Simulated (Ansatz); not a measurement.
## Two runs on V

System: V (Im-3m, 1 atom in the cell).
Method of run 1: Kohn-Sham DFT of a periodic cell, PBE, Ansatz PAW, spin-polarised (Ansatz 0.2.0).

The structure derives from an entry of the Crystallography Open Database. Text and figures count atoms from 1; the logs count them from 0 in places.

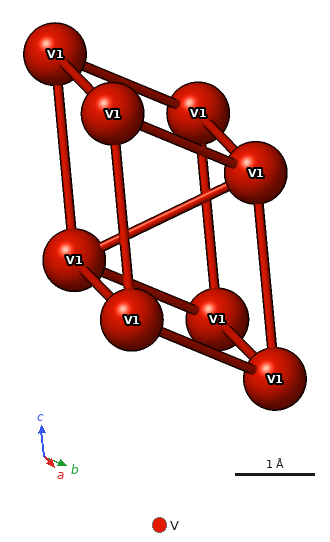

**Figure 1.** The structure as given in the input (ball-and-stick view of the cell of the calculation, seen slightly off an axis; atoms are numbered from 1 in the order of the input). Near neighbours in the crystal (not all of them lie inside the picture): V has 8 V at 2.62 Å.

## Input, run 1
```yaml
crystal:
  lattice:
    - [-1.51435, 1.51435, 1.51435]
    - [1.51435, -1.51435, 1.51435]
    - [1.51435, 1.51435, -1.51435]
  atoms:
    - { symbol: V, position: [0.0, 0.0, 0.0], spin: 2.0 }
hamiltonian:
  xc: pbe
  pseudopotentials: { kind: paw }
magnetization:
  spin_polarized: true
kpoints:
  mp_grid: { grid: [12, 12, 12] }
scf:
  occupations: { method: fermi_dirac, width: 0.05 }
output:
  forces: true
  stress: true
  eigenvalues: true
```

Launched with:
```bash
ansatz run input.yaml --threads 1 --pin off --max-ram 2560MiB --backend cpu --events-out ev --progress --plain --runs-dir out
```

Hardware: 1 thread of Arm Neoverse V1, 24 GiB of memory available, shared host.

## Output, shortened to warnings, some set-up lines, iterations and results (run 1)
```
WARN: the starting moments were not kept: the SCF closed with an absolute magnetisation of 4.7e-8 μB, where they sum to 2 μB in size (1 site). That is at most 0.1 of that sum. Measured as dr2_m measures the in/out step, that magnetisation stands 1.1e-15 eV from none, at or under the dr2_threshold of 1.0e-7 eV: it is no larger than a step whose dr2_m would equal this threshold. The system may hold …
Basis set: ecut = 420 eV, 249 PW (Γ), exchange–correlation on 36×36×36 points (8 copies of the dense FFT grid, shifted against one another)
Symmetry: 48 space group operations
k-points: 72 of 1728
Initial density: superposition of atomic densities (chi_scale 0.1, normalization cell)
[...]
SCF iter   1: F=—  HF=-2913.552827 eV  |F-HF|=—  |Δ(HF+E_count)|=         —  Δρ=1.79e-1 (↑1.79e-1 ↓8.36e-2)  dr2=1.64e0  dr2_m=2.08e0  M=0.352 μB ∫|m|=0.352 μB  β_m=0.30  …
SCF iter   2: F=—  HF=-2912.338553 eV  |F-HF|=—  |Δ(HF+E_count)|=    1.21e0  Δρ=9.28e-2 (↑9.28e-2 ↓7.94e-2)  dr2=7.49e-2  dr2_m=9.28e-1  M=0.393 μB ∫|m|=0.393 μB  β_m=0.45  …
SCF iter   3: F=—  HF=-2912.326890 eV  |F-HF|=—  |Δ(HF+E_count)|=   1.17e-2  Δρ=3.41e-2 (↑3.33e-2 ↓3.41e-2)  dr2=9.78e-4  dr2_m=1.44e-1  M=0.358 μB ∫|m|=0.358 μB  β_m=0.57  …
SCF iter   4: F=—  HF=-2912.399787 eV  |F-HF|=—  |Δ(HF+E_count)|=   7.29e-2  Δρ=8.47e-3 (↑6.22e-3 ↓8.47e-3)  dr2=3.32e-3  dr2_m=6.20e-3  M=0.222 μB ∫|m|=0.222 μB  β_m=0.79  …
SCF iter   5: F=—  HF=-2912.401359 eV  |F-HF|=—  |Δ(HF+E_count)|=   1.57e-3  Δρ=3.91e-3 (↑2.04e-3 ↓3.91e-3)  dr2=3.26e-3  dr2_m=3.84e-4  M=0.060 μB ∫|m|=0.060 μB  β_m=0.89  …
SCF iter   6: F=—  HF=-2912.405201 eV  |F-HF|=—  |Δ(HF+E_count)|=   3.84e-3  Δρ=2.06e-3 (↑2.06e-3 ↓8.86e-4)  dr2=3.95e-4  dr2_m=2.18e-4  M=0.070 μB ∫|m|=0.070 μB  β_m=0.94  …
SCF iter   7: F=—  HF=-2912.405532 eV  |F-HF|=—  |Δ(HF+E_count)|=   3.31e-4  Δρ=1.08e-3 (↑1.08e-3 ↓7.12e-4)  dr2=2.61e-5  dr2_m=1.00e-4  M=0.028 μB ∫|m|=0.028 μB  β_m=0.97  …
SCF iter   8: F=—  HF=-2912.405548 eV  |F-HF|=—  |Δ(HF+E_count)|=   1.63e-5  Δρ=2.57e-4 (↑2.57e-4 ↓6.83e-5)  dr2=8.01e-6  dr2_m=2.52e-6  M=0.003 μB ∫|m|=0.003 μB  β_m=0.99  …
SCF iter   9: F=—  HF=-2912.405550 eV  |F-HF|=—  |Δ(HF+E_count)|=   1.21e-6  Δρ=7.58e-5 (↑7.58e-5 ↓4.08e-5)  dr2=2.28e-7  dr2_m=4.17e-7  M=0.001 μB ∫|m|=0.001 μB  β_m=0.99  …
SCF iter  10: F=—  HF=-2912.405550 eV  |F-HF|=—  |Δ(HF+E_count)|=   2.13e-8  Δρ=3.11e-6 (↑3.11e-6 ↓2.11e-6)  dr2=3.11e-9  dr2_m=1.06e-10  M=-0.000 μB ∫|m|=0.000 μB  β_m=1.00  …
SCF iter  11: F=—  HF=-2912.405550 eV  |F-HF|=—  |Δ(HF+E_count)|=  3.97e-10  Δρ=9.26e-7 (↑9.26e-7 ↓3.91e-7)  dr2=1.23e-10  dr2_m=3.40e-11  M=-0.000 μB ∫|m|=0.000 μB  β_m=1.00 …
SCF iter  12: F=—  HF=-2912.405550 eV  |F-HF|=—  |Δ(HF+E_count)|=  8.19e-11  Δρ=1.13e-7 (↑1.13e-7 ↓5.32e-8)  dr2=1.45e-12  dr2_m=6.50e-13  M=-0.000 μB ∫|m|=0.000 μB  β_m=1.00 …
SCF iter  13: F=-2912.405550 eV  HF=-2912.405550 eV  |F-HF|=4.55e-13  |Δ(HF+E_count)|=    0.00e0  Δρ=2.35e-8 (↑2.35e-8 ↓1.81e-8)  dr2=2.28e-13  dr2_m=1.51e-15  M=0.000 μB …
SCF 1 converged in 13 iterations: F = -2912.405550 eV  dr2 = 2.28e-13
WARN: the starting moments were not kept: the SCF closed with an absolute magnetisation of 4.7e-8 μB, where they sum to 2 μB in size (1 site). That is at most 0.1 of that sum. Measured as dr2_m measures the in/out step, that magnetisation stands 1.1e-15 eV from none, at or under the dr2_threshold …
SCF converged after 13 iterations
Magnetization: 0.0000 μB (6.5000 up, 6.5000 down)
Absolute magnetization: 0.0000 μB (∫|ρ↑−ρ↓|, with the PAW one-centre terms)
Spin contamination: 0.0000 ħ² per cell (⟨S²⟩ above its minimum at these occupations)
Per-site moments (μB) at R_I (Å): [(2.938836206451757e-8, 1.081959095432296)]
Free energy (F): -2912.405550 eV
Harris-Foulkes:  -2912.405550 eV  (|F-HF|=4.55e-13)
Internal energy: -2912.387655 eV  (E = F + TS)
E sigma→0 (E₀):  -2912.396602 eV
Entropy (-TS):   -0.017895 eV (-17.895 meV/atom)
Fermi energy:    15.941939 eV
--- Per-component energies (eV) ---
  E_band       = -152.166142
  E_kinetic    = 335.568919
  E_local      = -915.339825  (includes V_loc(G=0)·N_el)
  E_nonlocal   = -45.728887
  E_hartree    = 417.924726
  E_xc         = -130.233448
  E_vxc        = -165.080562  (∫ρ·V_xc dr)
  E_paw        = -1112.529592  (= ΣΔE_a)
  E_vpaw       = -197.435516  (= ΣTr[D̂ρ^β])
[...]
```

For run 2 the input was changed thus:
```diff
-    - [-1.51435, 1.51435, 1.51435]
-    - [1.51435, -1.51435, 1.51435]
-    - [1.51435, 1.51435, -1.51435]
+    - [-1.5243791002, 1.5243791002, 1.5243791002]
+    - [1.5243791002, -1.5243791002, 1.5243791002]
+    - [1.5243791002, 1.5243791002, -1.5243791002]
+  write_density: true
+  write_potential: true
+  elf: true
+  volumetric_format: npy
```

What does this change do to the results?

With the same functional and potentials, run 2 lies 12.0 meV per atom higher. The pressure goes from −5.36 to −8.42 GPa. The volume per atom goes from 13.89 to 14.17 Å³. The cell is scaled evenly with the atoms at fixed fractional positions, so −ΔP/Δ ln V estimates the bulk modulus midway between the two volumes: about 150 GPa. The number of SCF iterations is the same.

## Output, shortened to warnings, some set-up lines, iterations and results (run 2)
```
WARN: the starting moments were not kept: the SCF closed with an absolute magnetisation of 1.1e-7 μB, where they sum to 2 μB in size (1 site). That is at most 0.1 of that sum. Measured as dr2_m measures the in/out step, that magnetisation stands 6.5e-15 eV from none, at or under the dr2_threshold of 1.0e-7 eV: it is no larger than a step whose dr2_m would equal this threshold. The system may hold …
Basis set: ecut = 420 eV, 249 PW (Γ), exchange–correlation on 36×36×36 points (8 copies of the dense FFT grid, shifted against one another)
Symmetry: 48 space group operations
k-points: 72 of 1728
Initial density: superposition of atomic densities (chi_scale 0.1, normalization cell)
[...]
SCF iter   1: F=—  HF=-2913.543598 eV  |F-HF|=—  |Δ(HF+E_count)|=         —  Δρ=1.76e-1 (↑1.76e-1 ↓8.26e-2)  dr2=1.63e0  dr2_m=2.07e0  M=0.355 μB ∫|m|=0.355 μB  β_m=0.30  …
SCF iter   2: F=—  HF=-2912.345805 eV  |F-HF|=—  |Δ(HF+E_count)|=    1.20e0  Δρ=9.11e-2 (↑9.11e-2 ↓7.81e-2)  dr2=7.22e-2  dr2_m=9.14e-1  M=0.403 μB ∫|m|=0.403 μB  β_m=0.45  …
SCF iter   3: F=—  HF=-2912.322315 eV  |F-HF|=—  |Δ(HF+E_count)|=   2.35e-2  Δρ=3.37e-2 (↑3.32e-2 ↓3.37e-2)  dr2=9.98e-4  dr2_m=1.44e-1  M=0.368 μB ∫|m|=0.368 μB  β_m=0.57  …
SCF iter   4: F=—  HF=-2912.388208 eV  |F-HF|=—  |Δ(HF+E_count)|=   6.59e-2  Δρ=7.83e-3 (↑5.74e-3 ↓7.83e-3)  dr2=3.04e-3  dr2_m=5.37e-3  M=0.240 μB ∫|m|=0.240 μB  β_m=0.79  …
SCF iter   5: F=—  HF=-2912.390468 eV  |F-HF|=—  |Δ(HF+E_count)|=   2.26e-3  Δρ=2.92e-3 (↑2.05e-3 ↓2.92e-3)  dr2=2.34e-3  dr2_m=2.11e-4  M=0.089 μB ∫|m|=0.089 μB  β_m=0.89  …
SCF iter   6: F=—  HF=-2912.393236 eV  |F-HF|=—  |Δ(HF+E_count)|=   2.77e-3  Δρ=2.38e-3 (↑2.38e-3 ↓1.24e-3)  dr2=2.87e-4  dr2_m=3.93e-4  M=0.086 μB ∫|m|=0.086 μB  β_m=0.95  …
SCF iter   7: F=—  HF=-2912.393557 eV  |F-HF|=—  |Δ(HF+E_count)|=   3.21e-4  Δρ=1.02e-3 (↑1.02e-3 ↓5.77e-4)  dr2=3.75e-5  dr2_m=8.03e-5  M=0.022 μB ∫|m|=0.022 μB  β_m=0.97  …
SCF iter   8: F=—  HF=-2912.393565 eV  |F-HF|=—  |Δ(HF+E_count)|=   7.57e-6  Δρ=2.12e-4 (↑2.12e-4 ↓4.10e-5)  dr2=6.46e-6  dr2_m=1.47e-6  M=0.002 μB ∫|m|=0.002 μB  β_m=0.99  …
SCF iter   9: F=—  HF=-2912.393565 eV  |F-HF|=—  |Δ(HF+E_count)|=   5.77e-7  Δρ=3.04e-5 (↑3.04e-5 ↓2.27e-5)  dr2=1.07e-8  dr2_m=9.13e-8  M=0.001 μB ∫|m|=0.001 μB  β_m=0.99  …
SCF iter  10: F=—  HF=-2912.393565 eV  |F-HF|=—  |Δ(HF+E_count)|=   4.01e-9  Δρ=3.25e-6 (↑3.25e-6 ↓1.92e-6)  dr2=2.04e-9  dr2_m=4.61e-10  M=-0.000 μB ∫|m|=0.000 μB  β_m=1.00  …
SCF iter  11: F=—  HF=-2912.393565 eV  |F-HF|=—  |Δ(HF+E_count)|=   1.81e-9  Δρ=1.99e-6 (↑1.99e-6 ↓9.45e-7)  dr2=2.35e-10  dr2_m=2.58e-10  M=-0.000 μB ∫|m|=0.000 μB  β_m=1.00 …
SCF iter  12: F=—  HF=-2912.393565 eV  |F-HF|=—  |Δ(HF+E_count)|=  2.36e-11  Δρ=4.22e-8 (↑4.22e-8 ↓1.64e-8)  dr2=2.33e-13  dr2_m=7.39e-14  M=-0.000 μB ∫|m|=0.000 μB  β_m=1.00 …
SCF iter  13: F=-2912.393565 eV  HF=-2912.393565 eV  |F-HF|=4.55e-13  |Δ(HF+E_count)|=    0.00e0  Δρ=1.03e-8 (↑7.52e-9 ↓1.03e-8)  dr2=4.08e-14  dr2_m=6.35e-16  M=-0.000 μB …
SCF 1 converged in 13 iterations: F = -2912.393565 eV  dr2 = 4.08e-14
WARN: the starting moments were not kept: the SCF closed with an absolute magnetisation of 1.1e-7 μB, where they sum to 2 μB in size (1 site). That is at most 0.1 of that sum. Measured as dr2_m measures the in/out step, that magnetisation stands 6.5e-15 eV from none, at or under the dr2_threshold …
SCF converged after 13 iterations
Magnetization: -0.0000 μB (6.5000 up, 6.5000 down)
Absolute magnetization: 0.0000 μB (∫|ρ↑−ρ↓|, with the PAW one-centre terms)
Spin contamination: 0.0000 ħ² per cell (⟨S²⟩ above its minimum at these occupations)
Per-site moments (μB) at R_I (Å): [(-8.97911282041341e-8, 1.0891245962612932)]
Free energy (F): -2912.393565 eV
Harris-Foulkes:  -2912.393565 eV  (|F-HF|=4.55e-13)
Internal energy: -2912.375495 eV  (E = F + TS)
E sigma→0 (E₀):  -2912.384530 eV
Entropy (-TS):   -0.018071 eV (-18.071 meV/atom)
Fermi energy:    15.576545 eV
--- Per-component energies (eV) ---
  E_band       = -157.079652
  E_kinetic    = 335.009832
  E_local      = -929.169183  (includes V_loc(G=0)·N_el)
  E_nonlocal   = -45.797270
  E_hartree    = 422.477967
  E_xc         = -130.046544
  E_vxc        = -164.824370  (∫ρ·V_xc dr)
  E_paw        = -1112.419796  (= ΣΔE_a)
  E_vpaw       = -197.254878  (= ΣTr[D̂ρ^β])
[...]
```

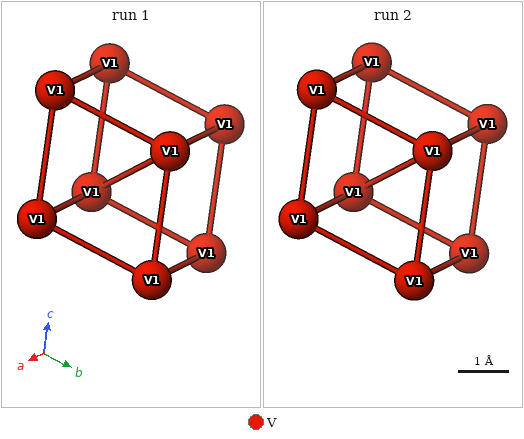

**Figure 2.** The two input geometries at one scale (ball-and-stick view of the cell of the calculation, seen slightly off an axis). No atom moves by more than 0.005 Å relative to the cell. The volume changes by +2.0 %, with a = b = c 2.623 → 2.640 Å (+0.7 %). Among the contacts that change: V1–V1 2.623 → 2.640 Å.

## The two runs side by side

```tsv
quantity	run 1	run 2
outcome	converged	converged
free energy per atom (eV)	−2912.4055	−2912.3936
energy per atom, smearing taken to zero (eV)	−2912.3966	−2912.3845
gap on the mesh (eV)	0.00	0.00
net moment of the cell (μB)	0.00	0.00
absolute moment of the cell (μB)	0.00	0.00
pressure (GPa)	−5.36	−8.42
volume per atom (Å³)	13.89	14.17
largest force (eV/Å)	0.000	0.000
SCF iterations	13	13
irreducible k-points	72	72
plane waves at Γ	249	249
wall time (shared host)	3.5 s	3.8 s
```

For both runs: Warnings: some starting moments were not kept. For run 1: The cell is under a tension of 5.4 GPa at this level, so it is not at its equilibrium volume. For run 2: The cell is under a tension of 8.4 GPa at this level, so it is not at its equilibrium volume.
